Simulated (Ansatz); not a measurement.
The compound is BN (space group P4_132, No. 213), taken as the geometry relaxed with Ansatz, DFT PBE, scalar-relativistic, plane waves, PAW; the starting structure was generated, so it need not be a known form of this composition.

```yaml
crystal:
  lattice:
    - [4.16619, 0.00000, 0.00000]
    - [0.00000, 4.16619, 0.00000]
    - [0.00000, 0.00000, 4.16619]
  atoms:
    - { symbol: B, position: [0.87500, 0.87500, 0.87500] }
    - { symbol: B, position: [0.62500, 0.12500, 0.37500] }
    - { symbol: B, position: [0.12500, 0.37500, 0.62500] }
    - { symbol: B, position: [0.37500, 0.62500, 0.12500] }
    - { symbol: N, position: [0.37500, 0.37500, 0.37500] }
    - { symbol: N, position: [0.12500, 0.62500, 0.87500] }
    - { symbol: N, position: [0.62500, 0.87500, 0.12500] }
    - { symbol: N, position: [0.87500, 0.12500, 0.62500] }
```

Bonds are taken as B–N below 1.7 Å; no other contact counts. The graph is simplified in the usual way: terminal and isolated atoms are pruned, two-connected atoms become edges.

Derive the underlying net.

The result is a uninodal 3-connected, three-periodic net: B and N are 3-connected nodes. It is the srs net, known from the silicon net of SrSi2. It is a single net, without interpenetration.

| node | links | point symbol | coordination sequence |
| --- | --- | --- | --- |
| B and N | 3 | 10³ | 3 6 12 24 |

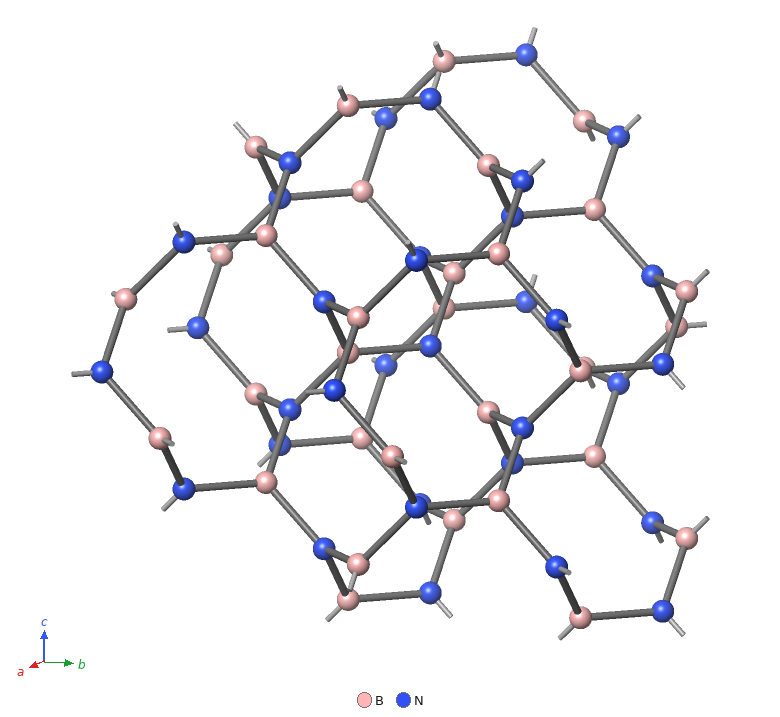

Nodes are coloured by element. Edges to nodes outside the piece are drawn as stubs.
